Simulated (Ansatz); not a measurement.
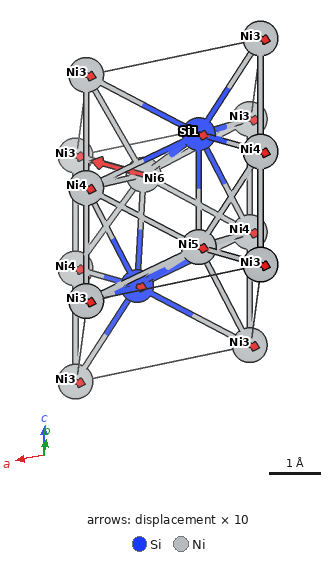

This is a relaxation of solid SiNi2 (set up in P1). The starting structure is drawn; red arrows show the displacements, 10 times their true length.

Style: ball-and-stick. Shown: the cell of the calculation, from a free direction.

Level of theory: Ansatz 0.2.0, DFT PBEsol, scalar-relativistic, plane waves, PAW.

The input:
```yaml
crystal:
  lattice:
    - [3.868463625, 0.0, 0.0]
    - [-1.9342318125, 3.3501877729, 0.0]
    - [0.0, 0.0, 4.9169852513]
  atoms:
    - { symbol: Si, position: [0.3398922986, 0.6730260815, 0.7500899953] }
    - { symbol: Si, position: [0.6732256319, 0.3396927482, 0.2500899953] }
    - { symbol: Ni, position: [0.0065589653, 0.0063594148, 8.99953e-05] }
    - { symbol: Ni, position: [0.0065589653, 0.0063594148, 0.5000899953] }
    - { symbol: Ni, position: [0.3398922986, 0.6730260815, 0.2500899953] }
    - { symbol: Ni, position: [0.6338718403, 0.3015362592, 0.7495500236] }
basis:
  ecutwfc: 420
kpoints:
  mp_grid: { grid: [12, 12, 8] }
hamiltonian:
  xc: pbesol
scf:
  occupations: { method: gaussian, width: 0.15 }
output:
  forces: true
  stress: true
  eigenvalues: true
relax:
  adjacent_minimum: "off"
  f_tol: 0.01
  max_steps: 80
```

Run as
```bash
ansatz run input.yaml --threads 2 --pin off --max-ram 5120MiB --backend cpu --events-out ev --progress --plain --runs-dir out
```

Q: Which element moves most?

A: Nickel: up to 0.12 Å, against 0.03 Å for silicon.

Q: What did the optimiser do to the structure, and how much energy did it gain?

A: The energy falls by 0.155 eV per cell of the calculation in 3 accepted moves (4 points after the start). Largest force component: 1.9 eV/Å at the start, 0.00026 eV/Å at the end. 1 step only repeated the SCF at the same geometry. The atom that moves furthest is Ni6 (0.12 Å along [1 1 0]). By element the largest moves are Ni 0.12 Å, Si 0.03 Å. The lattice vectors keep their values. Near-neighbour distances that change, for instance: Si1–Ni6 2.366 → 2.233 Å, Si1–Ni6 (another image) 2.107 → 2.233 Å, Ni3–Ni6 2.664 → 2.549 Å, Ni4–Ni6 2.434 → 2.549 Å. The space group (tolerance 0.01 Å) goes from Pm (No. 6) to P6_3/mmc (No. 194). The run took 3.2 min on 2 threads of Intel(R) Xeon(R) 6975P-C (Granite Rapids) (shared host), peak memory 1.5 GiB.

Limits of the set-up: an element that often carries a moment was run without spin polarisation.
